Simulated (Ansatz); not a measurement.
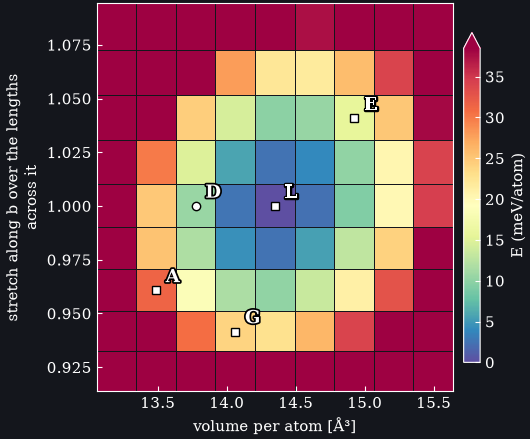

TiSi2 (Cmcm, No. 63; 6 atoms in the cell). The energy is mapped over volume and the cell's shape. The first coordinate is: volume per atom; the second: stretch along b over the lengths across it, relative to the relaxed cell. Nothing is relaxed (fractional coordinates fixed). The grid has 9 × 9 points. Points are written as (first, second). Energies are in meV/atom, from the lowest grid point. Computed with DFT PBE, scalar-relativistic, plane waves, PAW in Ansatz. Settings: cutoff 520 eV, k-mesh 12×12×12, gaussian smearing 0.15 eV, no spin polarisation.

The picture shows one coloured cell a grid point, one colour for all values above the top of the scale, lettered points.

**What kind of point is each of A, D, E, G, L: minimum, saddle, maximum or slope?**

A: on a slope; D: on a slope; E: on a slope; G: on a slope; L: minimum. (In these two coordinates alone; a stationary point may lie a little off the grid point.)

**Rank the lettered points by energy, lowest first.**

L (0 meV/atom), D (11 meV/atom), E (16 meV/atom), G (24 meV/atom), A (31 meV/atom).

PAW datasets: the set soft_1.
